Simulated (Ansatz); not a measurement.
# Energy of La along an even scaling of the cell

System: La (P6₃/mmc, 2 atoms in the cell).
Method: Kohn-Sham DFT of a periodic cell, LDA, all-electron LAPW, scalar-relativistic, no spin polarisation (Ansatz 0.2.0).

The 7 runs differ only in the geometry, by an even scaling of the cell at fixed fractional positions. The structure derives from an entry of the Crystallography Open Database.

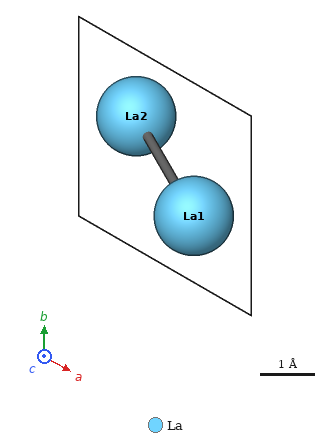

Figure 1. The structure of run 4 (ball-and-stick view of the cell of the calculation, along the c axis; atoms are numbered from 1 in the order of the input).

### Input of run 4
```yaml
crystal:
  lattice:
    - [3.75, 0.0, 0.0]
    - [-1.875, 3.2475952642, 0.0]
    - [0.0, 0.0, 6.07]
  atoms:
    - { symbol: La, position: [0.6666666667, 0.3333333333, 0.75] }
    - { symbol: La, position: [0.3333333333, 0.6666666667, 0.25] }
kpoints:
  mp_grid: { grid: [8, 8, 5] }
scf:
  occupations: { method: fermi_dirac, width: 0.05 }
hamiltonian:
  xc: lda
  pseudopotentials: { kind: all_electron, lapw: { basis_error: 0.001 } }
output:
  forces: true
  stress: true
  eigenvalues: true
```

Command:
```bash
ansatz run input.yaml --threads 2 --pin off --max-ram 6144MiB --backend cpu --events-out ev --progress --plain --runs-dir out
```

Lattice vectors (Å) and fractional positions of run 4:
```
   3.750000    0.000000    0.000000
  -1.875000    3.247595    0.000000
   0.000000    0.000000    6.070000
La  0.666667  0.333333  0.750000
La  0.333333  0.666667  0.250000
```

Run 3 differs from it as follows:
```diff
-    - [3.75, 0.0, 0.0]
-    - [-1.875, 3.2475952642, 0.0]
-    - [0.0, 0.0, 6.07]
+    - [3.7248314564, 0.0, 0.0]
+    - [-1.8624157282, 3.2257986661, 0.0]
+    - [0.0, 0.0, 6.0292605175]
```

### Results, with one run withheld

| run | volume per atom (Å³) | free energy per atom, from the lowest run given (meV) | pressure (GPa) |
| --- | --- | --- | --- |
| 1 | 34.744 | 0.00 | −1.42 |
| 2 | 35.483 | 7.61 | −1.88 |
| 3 | 36.222 | ? | ? |
| 4 | 36.962 | 29.13 | −2.77 |
| 5 | 37.701 | 42.91 | −3.19 |
| 6 | 38.440 | 58.57 | −3.59 |
| 7 | 39.179 | 75.99 | −3.96 |

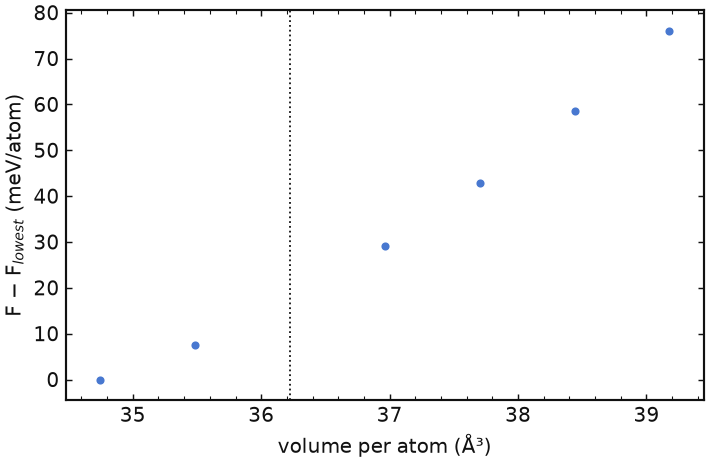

Figure 2. Free energy per atom of the runs given; the dotted line marks run 3.

What should run 3 give?

A cubic polynomial in V^(−2/3) (the Birch–Murnaghan form), fitted to the 6 runs given, misses them by at most 0.01 meV per atom. With x = V^(−2/3) − 0.09001 Å⁻², it reads F = 30.344 − 10838 x + 8.3485e+05 x² − 1.236e+07 x³ (meV per atom). At run 3 it gives 17.33 meV per atom, and the run itself gives 17.34. The slope of the fit gives a pressure −dF/dV of −2.34 GPa there, and the run prints −2.33 GPa. The fit has no minimum inside this range.

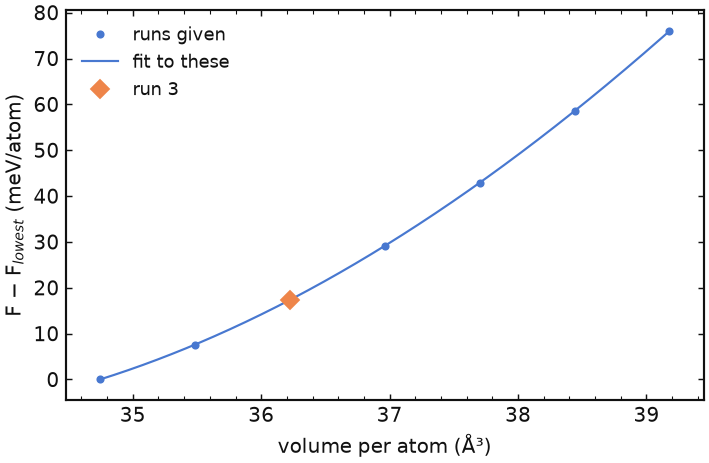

Figure 3. The fit and the withheld run.

### Output, shortened to warnings, some set-up lines, iterations and results (run 3)
```
Basis set: ecut = 121.84907902991621 eV, 233 PW (Γ), exchange–correlation at level 2
Symmetry: 24 space group operations
k-points: 30 of 320
Initial density: superposition of atomic densities (chi_scale 0.1, normalization cell)
[...]
SCF iter   1: F=—  HF=-461868.739280 eV  |F-HF|=—  |Δ(HF+E_count)|=         —  Δρ=4.35e-3  dr2=1.94e-2  ethr=3.61e-5  ⟨swp⟩=8.3  Hψ=6973  notcnv=0
SCF iter   2: F=—  HF=-461868.732836 eV  |F-HF|=—  |Δ(HF+E_count)|=   6.44e-3  Δρ=2.99e-3  dr2=9.55e-3  ethr=3.60e-5  ⟨swp⟩=2.4  Hψ=3376  notcnv=0  defer=1
SCF iter   3: F=—  HF=-461868.732073 eV  |F-HF|=—  |Δ(HF+E_count)|=   7.63e-4  Δρ=1.38e-3  dr2=2.08e-3  ethr=1.77e-5  ⟨swp⟩=2.0  Hψ=3242  notcnv=0
SCF iter   4: F=—  HF=-461868.731640 eV  |F-HF|=—  |Δ(HF+E_count)|=   4.33e-4  Δρ=5.21e-4  dr2=3.15e-4  ethr=3.85e-6  ⟨swp⟩=2.5  Hψ=3257  notcnv=0
SCF iter   5: F=—  HF=-461868.731615 eV  |F-HF|=—  |Δ(HF+E_count)|=   2.47e-5  Δρ=1.20e-4  dr2=1.79e-5  ethr=3.30e-8  ⟨swp⟩=2.0  Hψ=5262  notcnv=0
SCF iter   6: F=—  HF=-461868.731615 eV  |F-HF|=—  |Δ(HF+E_count)|=   1.01e-7  Δρ=5.76e-5  dr2=4.32e-6  ethr=3.30e-8  ⟨swp⟩=2.0  Hψ=3227  notcnv=0
SCF iter   7: F=—  HF=-461868.731615 eV  |F-HF|=—  |Δ(HF+E_count)|=   2.30e-7  Δρ=1.31e-5  dr2=2.42e-7  ethr=8.00e-9  ⟨swp⟩=2.0  Hψ=3227  notcnv=0
SCF iter   8: F=-461868.731615 eV  HF=-461868.731615 eV  |F-HF|=9.90e-10  |Δ(HF+E_count)|=   2.07e-8  Δρ=4.50e-6  dr2=1.50e-8  ethr=4.48e-10  ⟨swp⟩=2.0  Hψ=3227  notcnv=0
SCF 1 converged in 8 iterations: F = -461868.731615 eV  dr2 = 1.50e-8
SCF converged after 8 iterations
Free energy (F): -461868.731615 eV
Harris-Foulkes:  -461868.731615 eV  (|F-HF|=9.90e-10)
Internal energy: -461868.694052 eV  (E = F + TS)
E sigma→0 (E₀):  -461868.712834 eV
Entropy (-TS):   -0.037563 eV (-18.781 meV/atom)
Fermi energy:    14.177821 eV
--- Per-component energies (eV) ---
  E_band       = -3815.618294
  E_kinetic    = 493157.653193
  E_xc         = -10749.330971
  E_electrostatic = -944277.016275  (all electrons and nuclei)
  E_smearing   = -0.037563  (= −TS)
  E_closure    = 0.000000  (closes the sum)
  E_atoms      = -461857.783195  (free atoms, spherical and without spin; not in F)
  Σ components = -461868.731615   (vs F -461868.731615, Δ=0.00e0)
  Basis errors (estimates in eV, not in F): energy 1.6e-4 per atom: plane waves 1.4e-4 (1.1e-4 summed), levels above the bands 1.2e-16, relativity 7.9e-9, radial functions 1.6e-5, core shells 1.6e-7; eigenvalues (radial functions only) 7.7e-7; not estimated: angular momenta, meshes, grids; target …
--- Forces (eV/Å), atoms counted from 1 ---
  atom   1  La    -0.00000000     0.00000000     0.00000000
  atom   2  La    -0.00000000    -0.00000000     0.00000000
  max |Σ_I F_I| component: 3.70e-17 eV/Å
--- Stress (GPa, compression-positive) ---
       -2.273505       0.000000       0.000000
        0.000000      -2.273505       0.000000
        0.000000       0.000000      -2.456292
  P = ⅓ Tr σ = -2.3344 GPa (-23.344 kbar)
```
